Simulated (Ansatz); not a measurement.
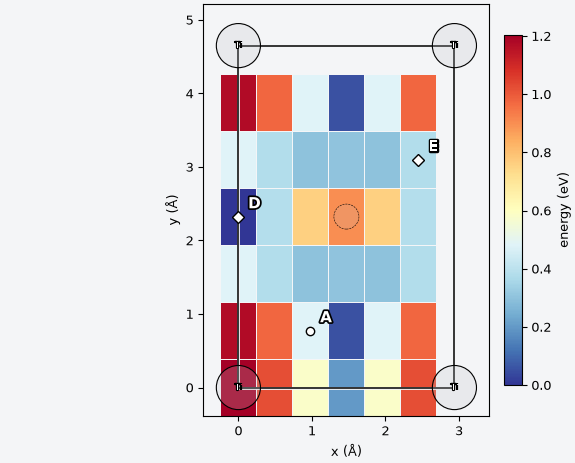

H on a Ti(100) slab cut from the P6_3/mmc phase, its upper half relaxed before the scan (6 atoms of substrate and one adsorbate in a 1 × 1 cell). H is moved over the surface cell; relaxed at each place: the height of the adsorbate's atoms; substrate rigid; the origin of the map has the adsorbate above Ti6. Places are given modulo a cell vector. The map is drawn in real space over the plane of the surface. The grid has 6 × 6 points; 16 points were computed and 20 follow by symmetry. Energies are in eV, from the lowest grid point. The relaxed height changes by up to 1.0 Å between neighbouring points. With one adsorbate in each 1 × 1 cell, its nearest image is 2.9 Å away, so neighbouring adsorbates interact. Theory: DFT PBE, scalar-relativistic, plane waves, PAW (Ansatz 0.2.0). Settings: cutoff 420 eV, k-mesh 9×6×1, gaussian smearing 0.1 eV, no spin polarisation.

In the figure: one coloured cell a grid point, labelled circles for the atoms of the top layer and small ones for the second layer, the outline of one cell of the plane, lettered points.

Question: Rank the lettered points by energy, lowest first.

Answer: D (0.00 eV), E (0.38 eV), A (0.48 eV).

PAW datasets: the set soft_1.
